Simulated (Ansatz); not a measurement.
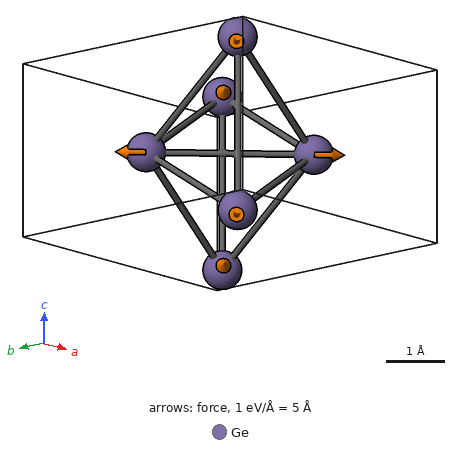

Starting geometry of a crystal of Ge (a generated structure, set up in P4_2/mnm) with the computed forces as orange arrows. The picture is a ball-and-stick view of the cell of the calculation, seen from a free direction.

These are results of Ansatz, DFT PBE, scalar-relativistic, plane waves, PAW, not measurements.

The input:
```yaml
crystal:
  lattice:
    - [5.1220328, 0.0, 0.0]
    - [0.0, 5.1220328, 0.0]
    - [0.0, 0.0, 3.11859387]
  atoms:
    - { symbol: Ge, position: [0.79740801, 0.79740801, 0.0] }
    - { symbol: Ge, position: [0.20259199, 0.20259199, 0.0] }
    - { symbol: Ge, position: [0.70259199, 0.29740801, 0.5] }
    - { symbol: Ge, position: [0.29740801, 0.70259199, 0.5] }
basis:
  ecutwfc: 420
kpoints:
  mp_grid: { grid: [10, 10, 14] }
hamiltonian:
  xc: pbe
scf:
  occupations: { method: gaussian, width: 0.1 }
output:
  forces: true
  stress: true
  eigenvalues: true
relax:
  adjacent_minimum: "off"
  f_tol: 0.01
  max_steps: 80
  cell: { stress_tol: 0.05 }
```

Command:
```bash
ansatz run input.yaml --threads 1 --pin off --max-ram 2560MiB --backend cpu --events-out ev --progress --plain --runs-dir out
```

What follows when this structure is relaxed?

It isn't relaxed: the largest force vector, on Ge atoms, is 0.11 eV/Å. The atoms end up moving mostly along the starting forces (cosine between the two patterns 1.00). The largest moves relative to the cell, 0.34 Å, are those of Ge1, Ge2, Ge3 and Ge4. Ge3 goes along [1 −1 0]. The volume changes by −5.1 %, with a = b 5.122 → 5.081 Å (−0.8 %), c 3.119 → 3.008 Å (−3.5 %). Among the contacts that change: Ge1–Ge2 2.935 → 3.600 Å, Ge1–Ge1 3.119 → 3.008 Å, Ge1–Ge3 3.037 → 2.952 Å. The space group (tolerance 0.01 Å) goes from P4_2/mnm (No. 136) to I4/mmm (No. 139). After 6 accepted moves (7 points after the start) the energy has fallen by 0.105 eV per cell of the calculation. Largest force component: 0.079 eV/Å at the start, 0.00054 eV/Å at the end. The pressure goes from −2.81 to 0.03 GPa. The SCF was repeated once at an unchanged geometry on a basis and grid sized afresh for the cell, which shifted the energy by 0.8 meV per cell of the calculation at most. Cost: 2.7 min on 1 thread of Arm Neoverse V2, with other jobs on the host, peak memory 0.58 GiB.
